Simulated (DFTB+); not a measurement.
**Single-point calculation, with input and output: SiS₂ (part 2 of 2)**

The same run, continued: SiS₂ (Ibam, 6 atoms in the cell); GFN1-xTB tight binding with k points (DFTB+ 25.1); 6×6×6 k-mesh. The structure derives from an entry of the Crystallography Open Database. The geometry comes from this level: r2scan-rvv10.

What the program printed, continued
```
K-points in absolute space:     1:  0.000000  0.000000  0.000000
                                2:  0.016074  0.009153  0.000000
                                3:  0.032149  0.018305  0.000000
                                4:  0.048223  0.027458  0.000000
                                5:  0.016074  0.000000  0.015968
                                6:  0.032149  0.009153  0.015968
                                7:  0.048223  0.018305  0.015968
                                8:  0.064297  0.027458  0.015968
                                9:  0.080372  0.036611  0.015968
                               10:  0.096446  0.045763  0.015968
                               11:  0.032149  0.000000  0.031936
                               12:  0.048223  0.009153  0.031936
                               13:  0.064297  0.018305  0.031936
                               14:  0.080372  0.027458  0.031936
                               15:  0.096446  0.036611  0.031936
                               16:  0.112520  0.045763  0.031936
                               17:  0.048223  0.000000  0.047904
                               18:  0.064297  0.009153  0.047904
                               19:  0.080372  0.018305  0.047904
                               20:  0.096446  0.027458  0.047904
                               21:  0.000000  0.009153  0.015968
                               22:  0.016074  0.018305  0.015968
                               23:  0.032149  0.027458  0.015968
                               24:  0.048223  0.036611  0.015968
                               25:  0.064297  0.045763  0.015968
                               26:  0.080372  0.054916  0.015968
                               27:  0.016074  0.009153  0.031936
                               28:  0.032149  0.018305  0.031936
                               29:  0.048223  0.027458  0.031936
                               30:  0.064297  0.036611  0.031936
                               31:  0.080372  0.045763  0.031936
                               32:  0.096446  0.054916  0.031936
                               33:  0.032149  0.009153  0.047904
                               34:  0.048223  0.018305  0.047904
                               35:  0.064297  0.027458  0.047904
                               36:  0.080372  0.036611  0.047904
                               37:  0.096446  0.045763  0.047904
                               38:  0.112520  0.054916  0.047904
                               39:  0.048223  0.009153  0.063872
                               40:  0.064297  0.018305  0.063872
                               41:  0.080372  0.027458  0.063872
                               42:  0.096446  0.036611  0.063872
                               43:  0.112520  0.045763  0.063872
                               44:  0.128594  0.054916  0.063872
                               45:  0.064297  0.009153  0.079840
                               46:  0.080372  0.018305  0.079840
                               47:  0.096446  0.027458  0.079840
                               48:  0.112520  0.036611  0.079840
                               49:  0.128594  0.045763  0.079840
                               50:  0.144669  0.054916  0.079840
                               51:  0.080372  0.009153  0.095808
                               52:  0.096446  0.018305  0.095808
                               53:  0.112520  0.027458  0.095808
                               54:  0.128594  0.036611  0.095808
                               55:  0.144669  0.045763  0.095808
                               56:  0.160743  0.054916  0.095808
                               57:  0.000000  0.018305  0.031936
                               58:  0.016074  0.027458  0.031936
                               59:  0.032149  0.036611  0.031936
                               60:  0.048223  0.045763  0.031936
                               61:  0.064297  0.054916  0.031936
                               62:  0.080372  0.064069  0.031936
                               63:  0.016074  0.018305  0.047904
                               64:  0.032149  0.027458  0.047904
                               65:  0.048223  0.036611  0.047904
                               66:  0.064297  0.045763  0.047904
                               67:  0.080372  0.054916  0.047904
                               68:  0.096446  0.064069  0.047904
                               69:  0.032149  0.018305  0.063872
                               70:  0.048223  0.027458  0.063872
                               71:  0.064297  0.036611  0.063872
                               72:  0.080372  0.045763  0.063872
                               73:  0.096446  0.054916  0.063872
                               74:  0.112520  0.064069  0.063872
                               75:  0.048223  0.018305  0.079840
                               76:  0.064297  0.027458  0.079840
                               77:  0.080372  0.036611  0.079840
                               78:  0.096446  0.045763  0.079840
                               79:  0.112520  0.054916  0.079840
                               80:  0.128594  0.064069  0.079840
                               81:  0.064297  0.018305  0.095808
                               82:  0.080372  0.027458  0.095808
                               83:  0.096446  0.036611  0.095808
                               84:  0.112520  0.045763  0.095808
                               85:  0.128594  0.054916  0.095808
                               86:  0.144669  0.064069  0.095808
                               87:  0.080372  0.018305  0.111776
                               88:  0.096446  0.027458  0.111776
                               89:  0.112520  0.036611  0.111776
                               90:  0.128594  0.045763  0.111776
                               91:  0.144669  0.054916  0.111776
                               92:  0.160743  0.064069  0.111776
                               93:  0.000000  0.027458  0.047904
                               94:  0.016074  0.036611  0.047904
                               95:  0.032149  0.045763  0.047904
                               96:  0.048223  0.054916  0.047904
                               97:  0.016074  0.027458  0.063872
                               98:  0.032149  0.036611  0.063872
                               99:  0.048223  0.045763  0.063872
                              100:  0.064297  0.054916  0.063872
                              101:  0.080372  0.064069  0.063872
                              102:  0.096446  0.073221  0.063872
                              103:  0.032149  0.027458  0.079840
                              104:  0.048223  0.036611  0.079840
                              105:  0.064297  0.045763  0.079840
                              106:  0.080372  0.054916  0.079840
                              107:  0.096446  0.064069  0.079840
                              108:  0.112520  0.073221  0.079840
                              109:  0.048223  0.027458  0.095808
                              110:  0.064297  0.036611  0.095808
                              111:  0.080372  0.045763  0.095808
                              112:  0.096446  0.054916  0.095808

Extra options:
                             Mulliken analysis
                             Force calculation
Force type                   original

--------------------------------------------------------------------------------

***  Geometry step: 0

 iSCC Total electronic   Diff electronic      SCC error
    1   -0.18739385E+02    0.00000000E+00    0.99658462E+00
    2   -0.18884359E+02   -0.18739385E+02    0.87661318E+00
    3   -0.18885137E+02   -0.14497419E+00    0.55606433E+00
    4   -0.18885329E+02   -0.77787752E-03    0.10794294E+00
    5   -0.18878336E+02   -0.19145490E-03    0.16854208E+00
    6   -0.18896357E+02    0.69929051E-02    0.32408032E-01
    7   -0.18896992E+02   -0.18021261E-01    0.91428917E-03
    8   -0.18896993E+02   -0.63528950E-03    0.58562705E-03
    9   -0.18896993E+02   -0.38649401E-06    0.50877975E-04
   10   -0.18896993E+02   -0.22635088E-06    0.84047611E-06
>> Charges saved for restart in charges.bin
   11   -0.18896993E+02   -0.16721344E-08    0.25934393E-07

Total Energy:                      -18.8420272941 H         -512.7176 eV
Extrapolated to 0K:                -18.8420272941 H         -512.7176 eV
Total Mermin free energy:          -18.8420272941 H         -512.7176 eV
Force related energy:              -18.8420272941 H         -512.7176 eV

Volume:                              0.985340E+03 au^3   0.146012E+03 A^3
Pressure:                            0.304241E-04 au     0.895108E+09 Pa

--------------------------------------------------------------------------------
--------------------------------------------------------------------------------
Pre-SCC initialisation                 +       0.08 (  2.1%)       0.08 (  2.0%)
SCC                                    +       3.21 ( 86.4%)       3.23 ( 86.5%)
Post-SCC processing                    +       0.40 ( 10.8%)       0.40 ( 10.7%)
Post-geometry optimisation             +       0.01 (  0.4%)       0.01 (  0.3%)
--------------------------------------------------------------------------------
Missing                                +       0.01 (  0.3%)       0.01 (  0.3%)
Total                                  =       3.71 (100.0%)       3.73 (100.0%)
--------------------------------------------------------------------------------
```

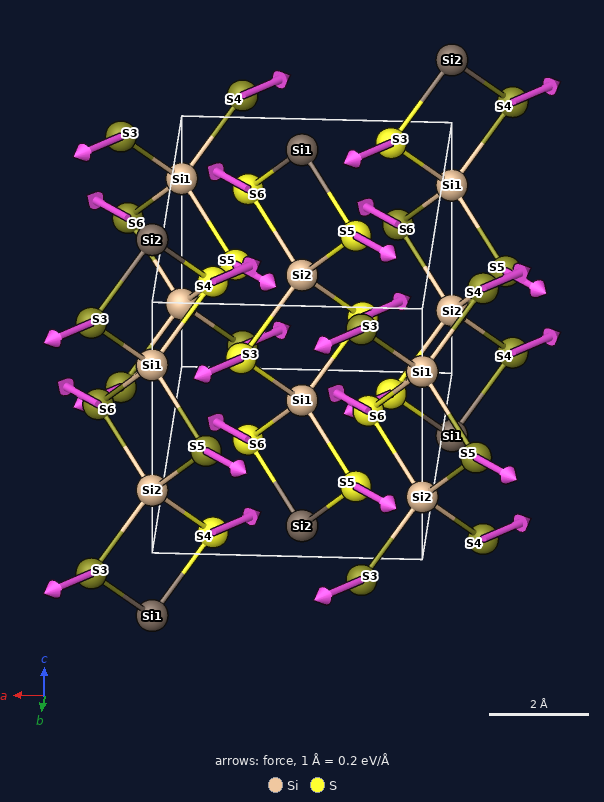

Figure 1. Forces on the atoms as pink arrows (ball-and-stick view of the cell 2 times as large as that of the calculation, set on its symmetry axes, seen at an oblique angle; neighbours outside the cell are drawn fainter; atoms are numbered from 1 in the order of the input). The largest act on all 4 S atoms (0.29 eV/Å). The geometry is not a stationary point of this energy.

The run was set up as follows.

Input file
```
Geometry = GenFormat {
6 F
Si S
1 1 0.75000000 0.75000000 0.00000000
2 1 0.25000000 0.25000000 0.00000000
3 2 0.11777755 0.21221628 0.32999383
4 2 0.88222245 0.78778372 0.67000617
5 2 0.61777755 0.28778372 0.90556127
6 2 0.38222245 0.71221628 0.09443873
0.0 0.0 0.0
-2.74339107 4.81806769 2.76165106
2.74339107 -4.81806769 2.76165106
2.74339107 4.81806769 -2.76165106
}

Hamiltonian = xTB {
  Method = "GFN1-xTB"
  SCCTolerance = 1e-7
  MaxSCCIterations = 150
  Filling = Fermi { Temperature [eV] = 0.02 }
  KPointsAndWeights = SupercellFolding {
    6 0 0
    0 6 0
    0 0 6
    0.0 0.0 0.0
  }
}

Analysis { PrintForces = Yes }
Options { WriteResultsTag = Yes }
ParserOptions { ParserVersion = 14 }
```

File bands dftb_in.hsd
```
Geometry = GenFormat {
6 F
Si S
1 1 0.75000000 0.75000000 0.00000000
2 1 0.25000000 0.25000000 0.00000000
3 2 0.11777755 0.21221628 0.32999383
4 2 0.88222245 0.78778372 0.67000617
5 2 0.61777755 0.28778372 0.90556127
6 2 0.38222245 0.71221628 0.09443873
0.0 0.0 0.0
-2.74339107 4.81806769 2.76165106
2.74339107 -4.81806769 2.76165106
2.74339107 4.81806769 -2.76165106
}

Hamiltonian = xTB {
  Method = "GFN1-xTB"
  SCCTolerance = 1e-7
  ReadInitialCharges = Yes
  MaxSCCIterations = 1
  ConvergentSCCOnly = No
  Filling = Fermi { Temperature [eV] = 0.02 }
  KPointsAndWeights = {
    0.00000000 0.00000000 0.00000000 1.0
    0.50000000 -0.50000000 0.50000000 1.0
    0.33105310 -0.33105310 0.66894690 1.0
    -0.33105310 0.33105310 0.33105310 1.0
    0.33213567 0.33213567 -0.33213567 1.0
    0.66786433 -0.33213567 0.33213567 1.0
    0.00000000 0.50000000 0.00000000 1.0
    0.25000000 0.25000000 0.25000000 1.0
    0.50000000 0.00000000 0.00000000 1.0
    0.27083300 -0.27083300 -0.27083300 1.0
    0.41145800 0.41666700 -0.41666700 1.0
  }
}

Options { WriteResultsTag = Yes }
ParserOptions { ParserVersion = 14 }
```

Launch command:
```bash
dftb+
```

Results in brief

```csv
quantity,value
outcome,converged
space group (tolerance 0.01 Å),Ibam (72)
electrons treated,32
total energy,−512.7177 eV
band gap,5.62 eV
pressure,0.90 GPa
largest force (length of the vector),0.294 eV/Å
hardware,"1 thread of Intel Xeon (Sapphire Rapids), 192 GiB of memory available, shared host"
wall time,4.1 s
peak memory,0.063 GiB
```
